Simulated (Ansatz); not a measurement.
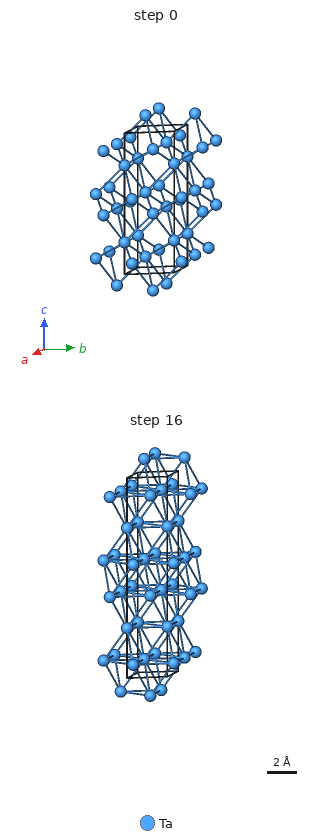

The structure of solid Ta (built on the grey arsenic (A7)_166 type) (coarse preliminary run) before (top) and after (bottom) a relaxation, at one scale.

The picture is a ball-and-stick view of the conventional cell (3 times the calculation's cell), seen slightly off an axis. Lengths and directions refer to the drawn axes.

Case: grey arsenic (A7) type (R-3m, No. 166).

The calculation used DFT PBEsol, scalar-relativistic, plane waves, PAW in Ansatz.

Input file:
```yaml
crystal:
  lattice:
    - [1.8187969412, 1.0500829036, 3.3727408664]
    - [-1.8187969412, 1.0500829036, 3.3727408664]
    - [0.0, -2.1001658073, 3.3727408664]
  atoms:
    - { symbol: Ta, position: [0.22754, 0.22754, 0.22754] }
    - { symbol: Ta, position: [0.77246, 0.77246, 0.77246] }
basis:
  ecutwfc: 420
kpoints:
  mp_grid: { grid: [6, 6, 6] }
hamiltonian:
  xc: pbesol
scf:
  occupations: { method: gaussian, width: 0.1 }
  lower_state_search: "off"
output:
  forces: true
  stress: true
  eigenvalues: true
relax:
  adjacent_minimum: "off"
  f_tol: 0.04
  max_steps: 70
  cell: { stress_tol: 0.4 }
```

Describe what moved and what it gained.

Answer. The largest moves relative to the cell, 0.32 Å, are those of Ta1 and Ta2. Ta2 goes along −c. Cell: a = b 3.638 → 2.969 Å (−18.4 %), c 10.118 → 14.337 Å (+41.7 %). Volume −5.6 %. Among the contacts that change: Ta1–Ta1 3.638 → 2.969 Å, Ta1–Ta2 2.435 → 2.941 Å, Ta1–Ta2 (another image) 2.999 → 2.941 Å. Bond angles that change, for instance: Ta2–Ta1–Ta2 96.7° → 60.6°, Ta2–Ta1–Ta2 93.4° → 119.4°, Ta2–Ta1–Ta2 164.8° → 180.0°. The space group stays R-3m (No. 166). The energy falls by 3.358 eV per cell of the calculation in 14 accepted moves (16 points after the start). The largest force component goes from 6.8 to 0.00032 eV/Å. The pressure goes from 14.39 to 0.02 GPa. The SCF was repeated twice at an unchanged geometry on a basis and grid sized afresh for the cell, which shifted the energy by 19.5 meV per cell of the calculation at most. The run took about 13 core-seconds on a shared host.
